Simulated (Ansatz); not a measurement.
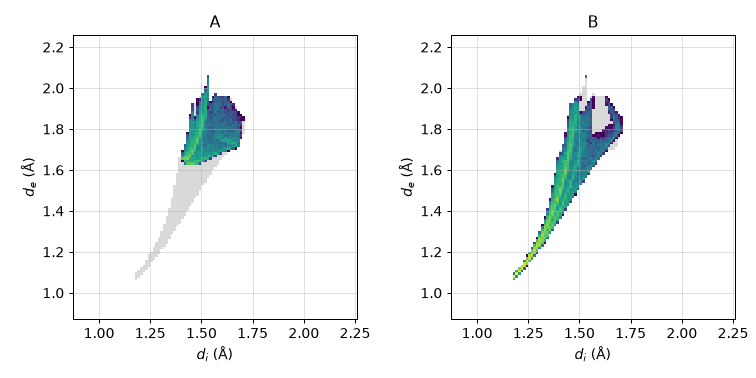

Fingerprint plots of the Hirshfeld surface computed for one S2 unit (covalently bonded non-metal atoms) in FeS2 (Pa-3), each panel colouring one kind of contact over the whole plot in grey. The kinds are S···Fe, S···S, in shuffled order.

The surface is where the fragment's share of the procrystal density (the sum of the densities of spherically averaged neutral Hartree-Fock atoms) equals one half. d_i and d_e are the distances from the surface to the nearest nucleus inside and outside.

Source of the atomic positions: the input geometry of an electronic-structure calculation (not necessarily at equilibrium).

```cif
data_structure
_symmetry_space_group_name_H-M 'P 1'
_symmetry_Int_Tables_number 1
_cell_length_a 5.3825
_cell_length_b 5.3825
_cell_length_c 5.3825
_cell_angle_alpha 90.000
_cell_angle_beta 90.000
_cell_angle_gamma 90.000
_cell_volume 155.94
loop_
_atom_site_label
_atom_site_type_symbol
_atom_site_fract_x
_atom_site_fract_y
_atom_site_fract_z
_atom_site_occupancy
Fe1 Fe 0.00000 0.00000 0.00000 1
Fe2 Fe 0.50000 0.00000 0.50000 1
Fe3 Fe 0.50000 0.50000 0.00000 1
Fe4 Fe 0.00000 0.50000 0.50000 1
S1 S 0.38490 0.38490 0.38490 1
S2 S 0.11510 0.61510 0.88490 1
S3 S 0.88490 0.11510 0.61510 1
S4 S 0.61510 0.88490 0.11510 1
S5 S 0.61510 0.61510 0.61510 1
S6 S 0.88490 0.38490 0.11510 1
S7 S 0.11510 0.88490 0.38490 1
S8 S 0.38490 0.11510 0.88490 1
```

Which panel shows which contact, and what share of the surface does each take?

Answer. A: S···S, 29 % of the area, smallest d_i + d_e about 3.1 Å. B: S···Fe, 71 % of the area, smallest d_i + d_e about 2.2 Å.

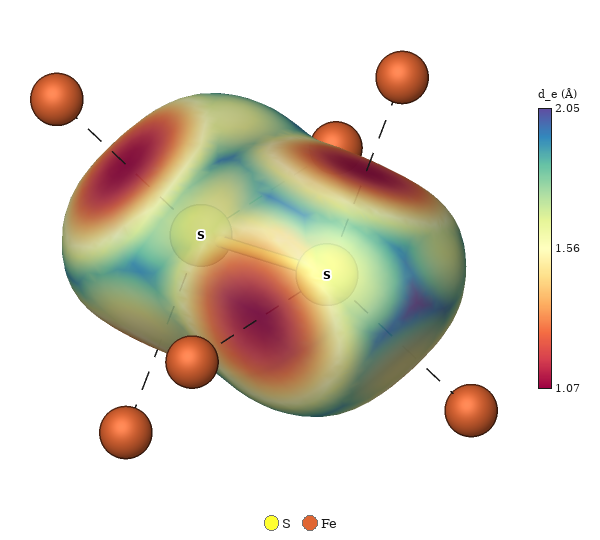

Hirshfeld surface computed for one S2 unit (covalently bonded non-metal atoms) in FeS2 (Pa-3), coloured by d_e. Dashed lines lead to the closest neighbours outside.
